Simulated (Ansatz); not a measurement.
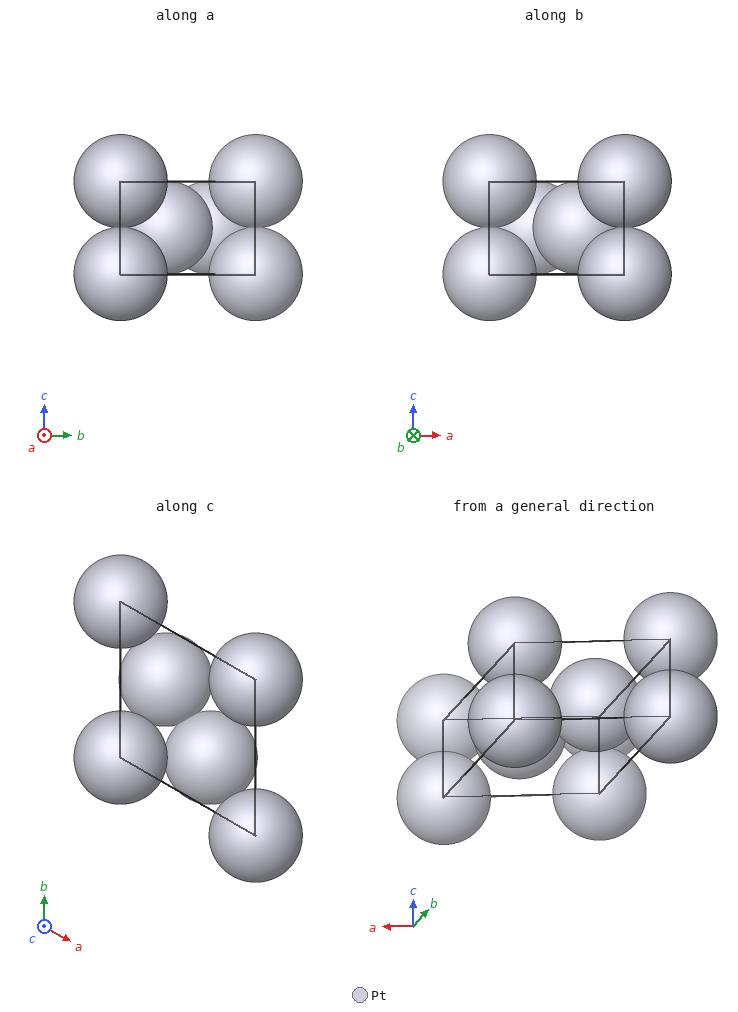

Space-filling drawing of the structure, looking along the a axis, along the b axis, along the c axis and from a general direction. One conventional unit cell is framed, with atoms on its boundary repeated.

The cell is given by a = 4.50 Å, b = 4.50 Å, c = 2.68 Å, α = 90.00°, β = 90.00°, γ = 120.00°.

Question: What is the number of atoms per cell?

Answer: 3 (platinum), counting shared atoms by their share.

Question: Identify the space group.

Answer: P6/mmm (No. 191), with Pt on 1a and Pt on 2d.

Question: To which structure type does it belong?

Answer: Ω phase (AlB₂-like).

The structure was taken from a textbook structure type filled with this element (whether it is the usual form wasn't checked). The geometry was optimised with Ansatz, DFT r2SCAN, scalar-relativistic, plane waves, PAW.
